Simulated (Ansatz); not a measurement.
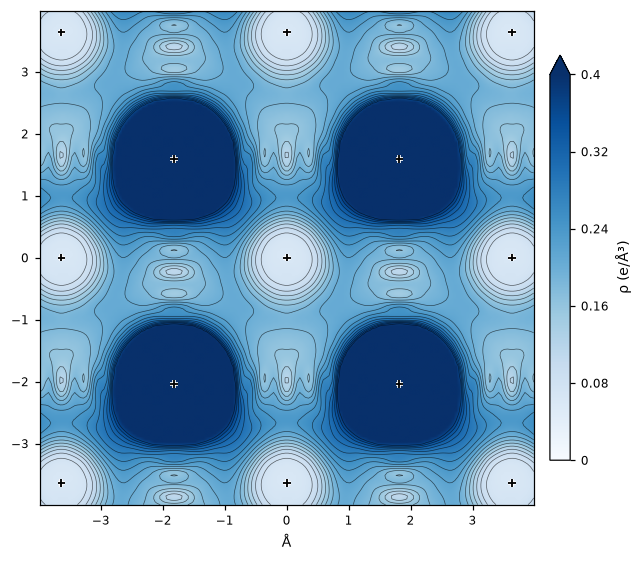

The valence pseudo-density on a plane through atoms (crosses mark nuclei in the plane).

These are results of DFT PBEsol, scalar-relativistic, plane waves, PAW in Ansatz 0.2.0, not measurements.

Candidates:
A. Ag, a = 2.88 Å, b = 2.88 Å, c = 4.78 Å, α = 90.00°, β = 90.00°, γ = 120.00°. Space group P6₃/mmc; changed on purpose from its base cell (strained and moved within a subgroup); computed pressure about −3 GPa in this cell.
B. CaSe, a = 4.42 Å, b = 4.42 Å, c = 10.53 Å, α = 90.00°, β = 90.00°, γ = 120.00°. Space group R-3m; changed on purpose from its base cell (strained and moved within a subgroup); computed pressure about −6 GPa in this cell.
C. AlCu$_{3}$, a = 3.64 Å, b = 3.64 Å, c = 3.64 Å, α = 90.00°, β = 90.00°, γ = 90.00°. Space group P4mm; a structure from a database of computed crystals, not necessarily the ambient phase; changed on purpose from its base cell (one atom moved); not relaxed (largest force 1.7 eV/Å); computed without spin polarisation.

> Which candidate gave the map?

Candidate C: AlCu$_{3}$ on the (100) plane of the conventional cell, which holds Al and Cu. Al–Cu (2.42 Å): ρ is about 0.33 e/Å³ halfway.
